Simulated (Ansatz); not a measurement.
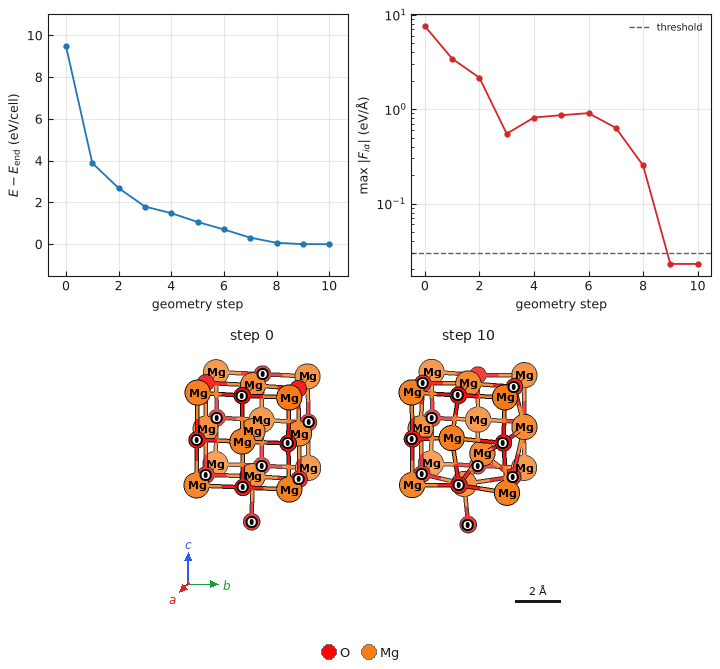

First and last geometry of a relaxation of a defect cell of composition O31Mg33 (cell charge +3), with the history of the run. The picture is a ball-and-stick view of the atoms within 4.2 Å of the atom that moves most (axes of the cell of the calculation (origin shifted)), seen slightly off an axis.

Computed with DFT, PBEsol, PAW, plane waves (Ansatz 0.2.0). (plane-wave cutoff 420 eV; k-point mesh 1 × 1 × 1; mesh shifted by (0.25, 0.25, 0.25); collinear spin; atoms relaxed in a fixed cell; force threshold 0.03 eV/Å; at most 80 steps)

Read the history and describe the run.

Answer. It converged. The energy falls by 9.490 eV per cell of the calculation in 10 geometry steps. The largest force component goes from 7.6 to 0.023 eV/Å. A Mg atom moves most: 1.38 Å along [1 1 −1]. Largest moves by element: Mg 1.38 Å, O 0.15 Å. The cell doesn't change. Near-neighbour distances that change, for instance: Mg–Mg 3.655 → 2.450 Å, Mg–O 2.997 → 1.902 Å, Mg–Mg 2.118 → 3.203 Å, Mg–O 2.972 → 1.902 Å. New bonds form, among them: Mg–O (2.94 → 1.90 Å), Mg–O (2.97 → 1.90 Å), Mg–O (3.00 → 1.90 Å). Among the angles between lasting bonds that change: O–Mg–O 179.5° → 152.5°, O–Mg–O 178.1° → 152.5°, O–Mg–O 88.1° → 108.7°.

Limits of the set-up: the periodic images lie only 8.4 Å apart, so the values are limited by the cell's size; the cell is charged, on a uniform background, and energies carry no finite-size correction.
